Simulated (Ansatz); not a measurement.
# KF: band-structure calculation

KF (P6₃/mmc, 4 atoms in the cell), computed with DFT, r2SCAN, plane waves, PAW, no spin polarisation (Ansatz 0.2.0).

The structure was built on a prototype by a generator. The geometry comes from this level: r2SCAN (a point of a series of strains). It belongs to a series of runs on one base structure; here: biaxial_xy strain -3.3%. Figures and captions count atoms from 1; the log counts them from 0 in places.

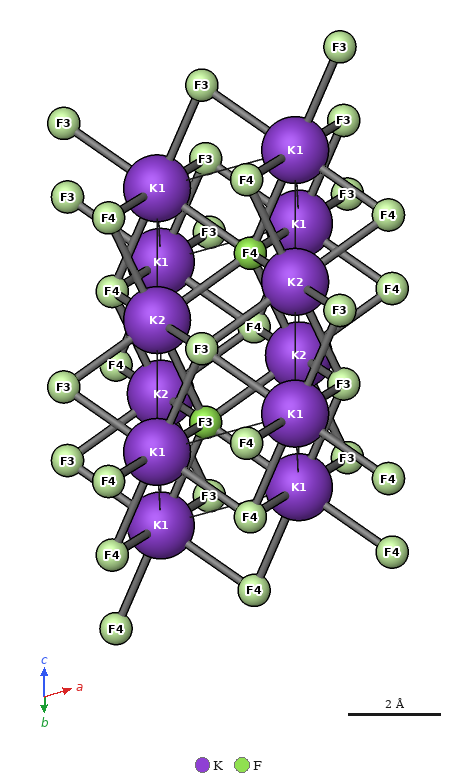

Figure 1. The structure (ball-and-stick view of the cell of the calculation, seen at an oblique angle; neighbours outside the cell are drawn fainter; atoms are numbered from 1 in the order of the input). Near neighbours in the crystal (not all of them lie inside the picture): K has 6 F at 2.61 Å; F has 6 K at 2.61 Å.

The input:
```yaml
crystal:
  lattice:
    - [3.537692965, 0.0, 0.0]
    - [-1.7688464825, 3.0637319784, 0.0]
    - [0.0, 0.0, 6.478813495]
  atoms:
    - { symbol: K, position: [0.0, 0.0, 0.0] }
    - { symbol: K, position: [0.0, 0.0, 0.5] }
    - { symbol: F, position: [0.3333333333, 0.6666666667, 0.25] }
    - { symbol: F, position: [0.6666666667, 0.3333333333, 0.75] }
kpoints:
  mp_grid: { grid: [12, 12, 4] }
  band_path:
    path:
      - [0.0, 0.0, 0.0]
      - [0.5, 0.0, 0.0]
      - [0.3333333333, 0.3333333333, 0.0]
      - [0.0, 0.0, 0.5]
      - [0.5, 0.0, 0.5]
      - [0.3333333333, 0.3333333333, 0.5]
    npoints: 1
hamiltonian:
  xc: r2scan
scf:
  occupations: { method: fixed }
  n_extra_bands: 5
output:
  forces: true
  stress: true
  eigenvalues: true
  write_density: true
  write_potential: true
  elf: true
  volumetric_format: npy
```

Command:
```bash
ansatz run input.yaml --threads 4 --pin off --max-ram 3686MiB --backend cpu --events-out ev --progress --plain --runs-dir out
```

Output:
```
scf.n_extra_bands = 5 over 16 filled bands (N_el = 32.0): the run solves 21 bands
Engine: ansatz 0.2.0, x86_64-unknown-linux-gnu
Pseudopotentials: kind: paw
Pseudopotential: K, paw, valence charge 9, recommended cutoff 500 eV (meta_gga), K.paw.azcp
Pseudopotential: F, paw, valence charge 7, recommended cutoff 500 eV (meta_gga), F.paw.azcp
Functional definition: r2SCAN
  parameter k0 = 0.174
  parameter k1 = 0.065
  parameter a1 = 4.9479
  exchange = r2scan_x(k0 = k0, k1 = k1, a1 = a1)
  correlation = r2scan_c
Crystal: 4 atoms, lattice volume = 70.221 Å³
Basis set: ecut = 500 eV, 1799 PW (Γ), exchange–correlation on 108×108×192 points (64 copies of the dense FFT grid, shifted against one another)
Bands: 21, of which v1, the nominal top of the filled ones, is band 16 counted from 1 (15 counted from 0)
Symmetry: 24 space group operations
Space group: P63/mmc (ITA 194), of the structure as read, at distance tolerance 4.1e-5 Å
k-points: 57 of 576
Non-local potential: K, projectors of the file, l = 0: 3, l = 1: 2, l = 2: 2
Non-local potential: F, projectors of the file, l = 0: 2, l = 1: 2, l = 2: 1
PAW form: soft (Blöchl's): semilocal exchange-correlation on the pseudo side does not see the compensation charge
PAW frozen core: K, regenerated for the run's functional (the file was generated under x = pbe(κ = 0.804, μ = 0.2195149727645171), c = pbe(β = 0.06672455060314922))
PAW frozen core: F, regenerated for the run's functional (the file was generated under x = pbe(κ = 0.804, μ = 0.2195149727645171), c = pbe(β = 0.06672455060314922))
PAW one-centre angular grid: K, 302 points (default); XC on 160 Gauss nodes
PAW one-centre angular grid: F, 302 points (default); XC on 160 Gauss nodes
Initial density: superposition of atomic densities (neutral atoms: chi_scale 0, normalization atom), corrected by the library's trained network
Initial wavefunctions: pseudopotential atomic-orbital guess
Functional: x = r2scan, c = r2scan; τ floored in thin density (d = 2e-4 eV/Å³)
SCF iter   1: F=—  HF=-4710.110538 eV  |F-HF|=—  |Δ(HF+E_count)|=         —  Δρ=7.26e-3  dr2=3.42e-2  dr2_τ=5.76e-2  ethr=1.77e-3  ⟨swp⟩=4.2  Hψ=5204  notcnv=0  defer=111
preconditioner: auto → Resta (q_TF=auto, 2.393 Å⁻¹)  ε∞=2.7  [insulator: Δε(μ)=7.502 eV  Ē_g=18.099 eV  n_scr=22 (ndim 8)  ℏωp=23.4 eV  f_vac=0.106  ε∞_Penn≈2.7]
SCF iter   2: F=—  HF=-4710.190835 eV  |F-HF|=—  |Δ(HF+E_count)|=   8.03e-2  Δρ=3.27e-3  dr2=3.15e-3  dr2_τ=7.14e-4  ethr=1.07e-4  ⟨swp⟩=3.0  Hψ=2723  notcnv=0  defer=158
SCF iter   3: F=—  HF=-4710.190351 eV  |F-HF|=—  |Δ(HF+E_count)|=   4.84e-4  Δρ=1.23e-3  dr2=6.45e-4  dr2_τ=7.84e-5  ethr=9.85e-6  ⟨swp⟩=3.0  Hψ=2076  notcnv=0  defer=171
SCF iter   4: F=—  HF=-4710.190146 eV  |F-HF|=—  |Δ(HF+E_count)|=   2.05e-4  Δρ=2.44e-4  dr2=2.01e-5  dr2_τ=4.14e-6  ethr=2.02e-6  ⟨swp⟩=2.5  Hψ=2028  notcnv=0  defer=171
SCF iter   5: F=—  HF=-4710.190152 eV  |F-HF|=—  |Δ(HF+E_count)|=   6.46e-6  Δρ=2.79e-5  dr2=6.89e-7  dr2_τ=6.64e-8  ethr=6.28e-8  ⟨swp⟩=2.8  Hψ=1983  notcnv=0  defer=64
SCF iter   6: F=-4710.190153 eV  HF=-4710.190153 eV  |F-HF|=1.27e-8  |Δ(HF+E_count)|=   2.11e-7  Δρ=1.12e-5  dr2=8.61e-8  dr2_τ=7.18e-9  ethr=3.13e-10  ⟨swp⟩=13.1  Hψ=9822  notcnv=0
SCF 1 converged in 6 iterations: F = -4710.190153 eV  dr2 = 8.61e-8
  greatest PAW one-centre occupation: 0.989 electrons in one spin orbital (limit 2), on the K atom at site 1 (counted from 0), in its partial waves of l = 0
NSCF: frozen V_eff on 6 k-points
SCF converged after 6 iterations
Free energy (F): -4710.190153 eV
Harris-Foulkes:  -4710.190153 eV  (|F-HF|=1.27e-8)
Internal energy: -4710.190153 eV  (E = F + TS)
E sigma→0 (E₀):  -4710.190153 eV
Fermi energy:    1.609537 eV
--- Per-component energies (eV) ---
  E_band       = -256.864528
  E_kinetic    = 929.526027
  E_local      = -2146.910864  (includes V_loc(G=0)·N_el)
  E_nonlocal   = 170.699947
  E_hartree    = 774.510623
  E_xc         = -429.828251
  E_vxc        = -610.062560  (∫ρ·V_xc dr)
  E_paw        = -1981.639358  (= ΣΔE_a)
  E_vpaw       = -188.836317  (= ΣTr[D̂ρ^β])
  E_aug_tail   = 0.002205  (compensation charges beyond the density's cutoff)
  E_vtau       = 39.687225  (kinetic-family band-sum trace: ∫τ·v_τ [+ j·A + Jᵃ·Aᵃ] dr)
  E_ewald      = -2026.095328
  E_core_change = -0.455153  (= ΣΔE_core)
  E_smearing   = -0.000000  (= −TS)
  E_closure    = 0.000000  (closes the sum)
  Σ components = -4710.190153   (vs F -4710.190153, Δ=0.00e0)
--- Forces (eV/Å), atoms counted from 1 ---
  atom   1  K     -0.00000000     0.00000000     0.00000000
  atom   2  K     -0.00000000     0.00000000     0.00000000
  atom   3  F     -0.00000000     0.00000000     0.00000000
  atom   4  F      0.00000000    -0.00000000    -0.00000000
  max |Σ_I F_I| component: 1.16e-18 eV/Å
--- Stress (GPa, compression-positive) ---
        3.023422      -0.000000      -0.000000
        0.000000       3.023422       0.000000
       -0.000000       0.000000       1.799034
  P = ⅓ Tr σ = 2.6153 GPa (26.153 kbar)
--- Band table (eV; the first three rows and the last of 57) ---
  k-point 0: bands = ["-25.4908", "-25.3287", "-18.4419", "-18.2772", "-8.3012", "-7.8781", "-7.8781", "-7.7532", "-7.7532", "-7.7467", "0.7317", "1.3089", "1.3089", "1.5050", "1.6095", "1.6095", "8.7917", "11.4838", "11.8638", "13.0114", "13.7387"]
  k-point 1: bands = ["-25.4677", "-25.3531", "-18.4166", "-18.3002", "-8.2253", "-7.8601", "-7.8601", "-7.8336", "-7.7718", "-7.7718", "0.8296", "1.3522", "1.3522", "1.3726", "1.5648", "1.5648", "9.1563", "11.1918", "11.8329", "13.1240", "13.8594"]
  k-point 2: bands = ["-25.4111", "-25.4111", "-18.3572", "-18.3572", "-8.0350", "-8.0350", "-7.8163", "-7.8163", "-7.8163", "-7.8163", "1.0844", "1.0844", "1.4578", "1.4578", "1.4578", "1.4578", "10.0791", "10.0791", "12.6342", "12.6342", "14.0298"]
  k-point 56: bands = ["-25.2821", "-25.2821", "-18.3533", "-18.3533", "-8.3809", "-8.3809", "-8.1385", "-8.1385", "-8.0971", "-8.0971", "0.9614", "0.9614", "1.3263", "1.3263", "1.3491", "1.3491", "12.0694", "12.0694", "13.1803", "13.1803", "14.5254"]
```

File bands.tsv:
```
# k_distance	band_0	band_1	band_2	band_3	band_4	band_5	band_6	band_7	band_8	band_9	band_10	band_11	band_12	band_13	band_14	band_15	band_16	band_17	band_18	band_19	band_20
# fermi_ev = 1.609537
# lock_threshold_ev = 1e-6
# [0, 0, 0] at k_distance = 0.000000
# [0.5, 0, 0] at k_distance = 1.025414
# [0.3333333333, 0.3333333333, 0] at k_distance = 1.617437
# [0, 0, 0.5] at k_distance = 2.896927
# [0.5, 0, 0.5] at k_distance = 3.922340
# [0.3333333333, 0.3333333333, 0.5] at k_distance = 4.514363
# levels_relative_to = fermi_ev
# free_energy_ev = -4710.190153
# largest_residual_norms_ev = 8.779e-4 9.024e-4 2.043e-4 9.592e-4 2.341e-4 2.289e-4 2.259e-4 2.507e-4 1.050e-3 1.260e-3 1.139e-3 1.432e-3 1.317e-3 1.143e-3 1.179e-3 1.130e-3 9.673e-4 1.356e-3 1.199e-3 1.602e-3 1.576e-3
0.000000	-27.100346	-26.938248	-20.051398	-19.886728	-9.910707	-9.487608	-9.487608	-9.362698	-9.362698	-9.356209	-0.877801	-0.300684	-0.300684	-0.104564	0.000000	0.000000	7.182151	9.874302	10.254313	11.401836	12.129137
1.025414	-26.964114	-26.846892	-20.002717	-19.925430	-10.215118	-10.104840	-9.883074	-9.681760	-9.507736	-9.216348	-0.922880	-0.612854	-0.397418	-0.259122	-0.116668	-0.043378	8.891907	10.435427	11.177160	11.501581	11.571018
1.617437	-26.946917	-26.835387	-19.962952	-19.962952	-10.167241	-9.870822	-9.870822	-9.870770	-9.870770	-9.199927	-0.584112	-0.564829	-0.564829	-0.342482	-0.342482	-0.029182	10.180273	10.180273	11.264528	12.110371	12.110371
2.896927	-27.020634	-27.020634	-19.966696	-19.966696	-9.644547	-9.644547	-9.425868	-9.425868	-9.425868	-9.425868	-0.525130	-0.525130	-0.151703	-0.151703	-0.151703	-0.151703	8.469583	8.469583	11.024659	11.024659	12.420298
3.922340	-26.906096	-26.906096	-19.964018	-19.964018	-10.041160	-10.041160	-9.692661	-9.692661	-9.596218	-9.596218	-0.580560	-0.580560	-0.358495	-0.358495	-0.218432	-0.218432	9.539986	9.539986	11.748538	11.748538	12.998308
4.514363	-26.891683	-26.891683	-19.962877	-19.962877	-9.990430	-9.990430	-9.748015	-9.748015	-9.706604	-9.706604	-0.648112	-0.648112	-0.283207	-0.283207	-0.260441	-0.260441	10.459891	10.459891	11.570750	11.570750	12.915861
```

File rho_z.tsv:
```
# z_ang	rho[e/angstrom^3]
# format = ansatz-planar-average/11
# lattice	3.537692965	0.000000000	0.000000000
# lattice	-1.768846482	3.063731978	0.000000000
# lattice	0.000000000	0.000000000	6.478813495
# sites	4
# site	19	0.000000000	0.000000000	0.000000000
# site	19	0.000000000	0.000000000	3.239406747
# site	9	0.000000000	2.042487986	1.619703374
# site	9	1.768846482	1.021243993	4.859110121
0.000000	6.510615e-1
0.134975	6.304409e-1
0.269951	5.675370e-1
0.404926	4.679133e-1
0.539901	3.544109e-1
0.674876	2.584173e-1
0.809852	2.042892e-1
0.944827	2.038335e-1
1.079802	2.666856e-1
1.214778	4.045421e-1
1.349753	5.964881e-1
1.484728	7.690816e-1
1.619703	8.385742e-1
1.754679	7.690816e-1
1.889654	5.964881e-1
2.024629	4.045421e-1
2.159604	2.666856e-1
2.294580	2.038335e-1
2.429555	2.042892e-1
2.564530	2.584173e-1
2.699506	3.544109e-1
2.834481	4.679133e-1
2.969456	5.675370e-1
3.104431	6.304409e-1
3.239407	6.510615e-1
3.374382	6.304409e-1
3.509357	5.675370e-1
3.644333	4.679133e-1
3.779308	3.544109e-1
3.914283	2.584173e-1
4.049258	2.042892e-1
4.184234	2.038335e-1
4.319209	2.666856e-1
4.454184	4.045421e-1
4.589160	5.964881e-1
4.724135	7.690816e-1
4.859110	8.385742e-1
4.994085	7.690816e-1
5.129061	5.964881e-1
5.264036	4.045421e-1
5.399011	2.666856e-1
5.533987	2.038335e-1
5.668962	2.042892e-1
5.803937	2.584173e-1
5.938912	3.544109e-1
6.073888	4.679133e-1
6.208863	5.675370e-1
6.343838	6.304409e-1
```

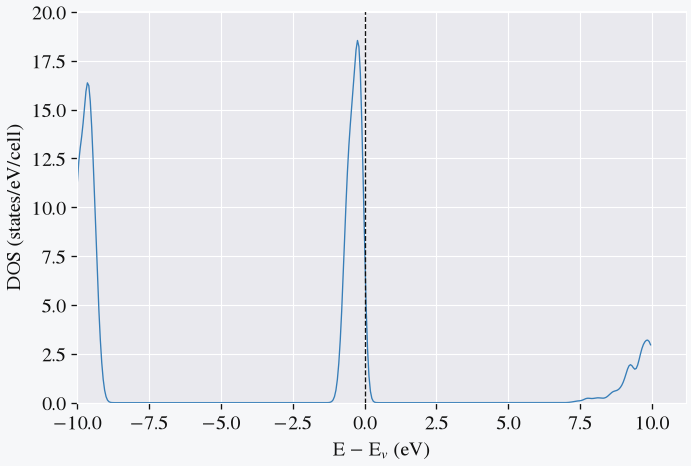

Figure 2. Density of states (the curve is built from the levels of the k mesh with Gaussians 0.3 eV wide, which also blur the band edges), with energies from the valence-band top. There is a gap of 7.18 eV on the k-point mesh. Small ripples come from the finite k-point mesh.

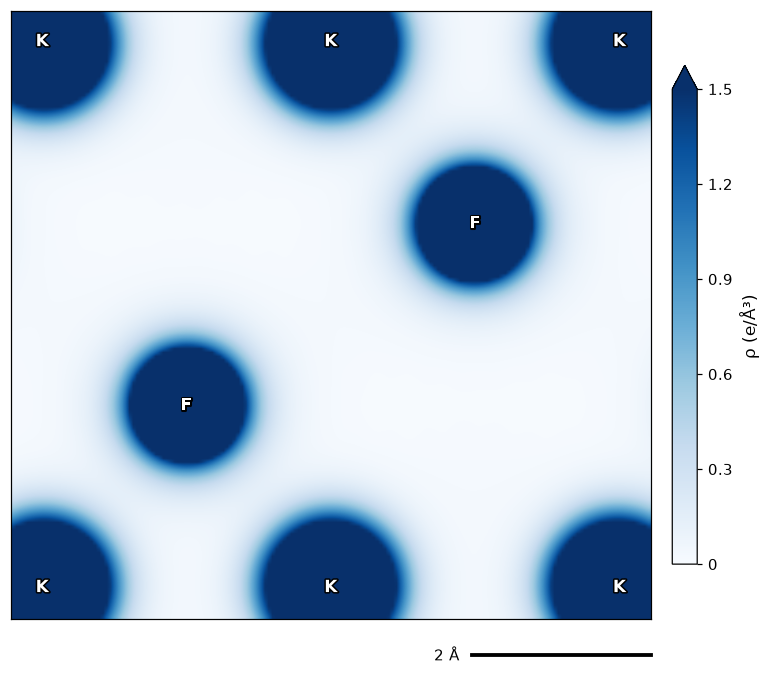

Figure 3. Valence charge density (pseudo) on the (110) plane of the conventional cell. The section cuts through K and F sites. K–F (2.61 Å): the density is about 0.14 e/Å³ at the midpoint. Away from the nuclei the density in this plane falls to 0.009 e/Å³ at its lowest. Core electrons are frozen (PAW), so the fields are smoothed inside the atomic spheres.

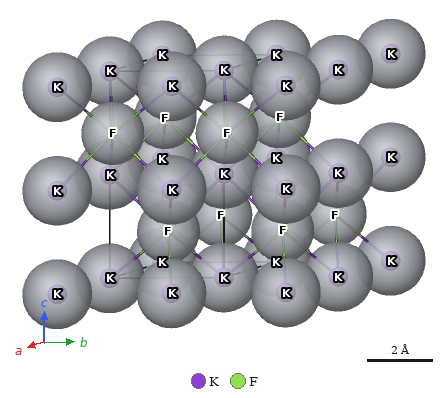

Figure 4. Isosurface of the valence charge density (pseudo) at 0.3 e/Å³ (grey), seen at an oblique angle. Sticks mark near contacts. The outline is the cell set on symmetry axes. At this value the density breaks into separate islands; it holds about 85 % of the electrons treated as valence (semicore included). It is pinched off along the K–F (2.61 Å) contacts. On the grid the lowest density along these lines, outside the cores, is 0.14 e/Å³ (K–F, 2.61 Å).

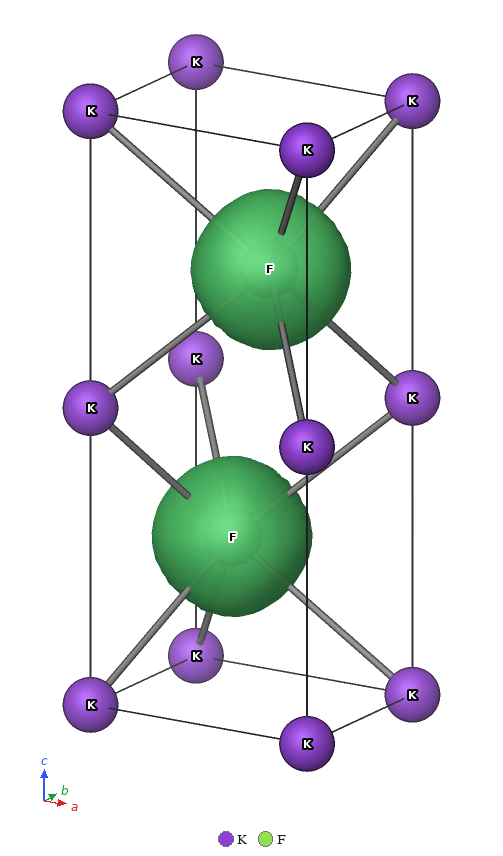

Figure 5. Isosurface of the electron localisation function at 0.7 (green), seen slightly off an axis. Only the valence region is drawn (cores and ρ < 0.01 e/Å³ removed). Sticks mark near contacts. The outline is the cell set on symmetry axes.

Key numbers:

```json
{"quantity": "outcome", "value": "converged"}
{"quantity": "space group (tolerance 0.01 Å)", "value": "P6₃/mmc (194)"}
{"quantity": "electrons treated", "value": "32"}
{"quantity": "free energy", "value": "−4710.1902 eV"}
{"quantity": "Fermi energy", "value": "1.610 eV"}
{"quantity": "gap on the k-point mesh", "value": "7.18 eV"}
{"quantity": "pressure", "value": "2.62 GPa"}
{"quantity": "largest force (length of the vector)", "value": "under 0.001 eV/Å"}
{"quantity": "hardware", "value": "4 threads of an x86-64 CPU, shared host"}
{"quantity": "wall time", "value": "6.7 s (CPU time 22 s)"}
{"quantity": "peak memory", "value": "0.57 GiB"}
```
